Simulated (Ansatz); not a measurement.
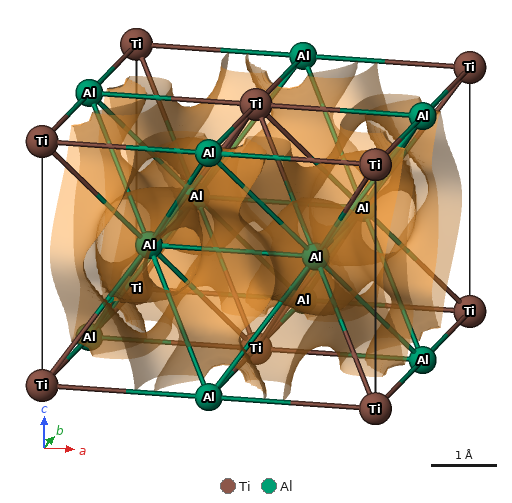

Figure 1: TiAl3. Isosurface of the ELF at 0.55 (orange), seen slightly off an axis. Core shells and regions of very low density are left out. Sticks mark near contacts.

Space group P2/m; a structure from a database of computed crystals, not necessarily the ambient phase; computed without spin polarisation.

Level of theory: Ansatz 0.2.0, DFT r2SCAN, scalar-relativistic, plane waves, PAW.

In a PAW calculation such maps are meaningful between the atoms, not at the nuclei.

> What do the ELF domains correspond to?

The ELF exceeds this value in one network that runs through the whole crystal, counted in one cell of 8 atoms. Any copies at cell faces, edges or corners count once. Profiles from the grid: Al–Al (2.69 Å): the ELF peaks at about 0.75 between the atoms. Ti–Al (2.69 Å): the ELF is about 0.40 at the midpoint.

> Does the calculation make it a metal, or give it a gap?

It is gapless in this calculation (a metal or semimetal).
